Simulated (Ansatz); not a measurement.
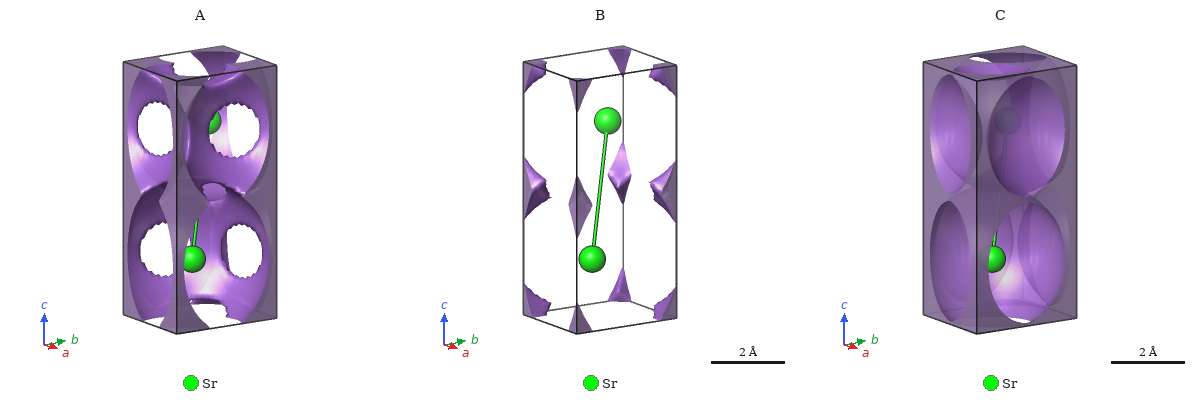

Three surfaces of the space that a probe's centre can reach in Sr (P6_3/mmc), computed for probe radii of 0.10, 0.25, 0.60 Å, in shuffled order. Pale faces close the region where the drawn box cuts it.

Hard-sphere model; covalent radii (Cordero): Sr 1.95 Å.

Source of the atomic positions: the end point of a relaxation with DFT PBE, scalar-relativistic, plane waves, PAW in Ansatz 0.2.0.

```cif
data_structure
_symmetry_space_group_name_H-M 'P 1'
_symmetry_Int_Tables_number 1
_cell_length_a 4.2678
_cell_length_b 4.2678
_cell_length_c 7.0133
_cell_angle_alpha 90.000
_cell_angle_beta 90.000
_cell_angle_gamma 120.000
_cell_volume 110.63
loop_
_atom_site_label
_atom_site_type_symbol
_atom_site_fract_x
_atom_site_fract_y
_atom_site_fract_z
_atom_site_occupancy
Sr1 Sr 0.33333 0.66667 0.75000 1
Sr2 Sr 0.66667 0.33333 0.25000 1
```

### Which panel belongs to which radius, and what does each show?

C: 0.10 Å, a three-dimensional network, 35 % of the volume. A: 0.25 Å, a three-dimensional network, 20 % of the volume. B: 0.60 Å, isolated pockets that do not connect across cells, 2 % of the volume. The larger the probe, the smaller the space left to it.
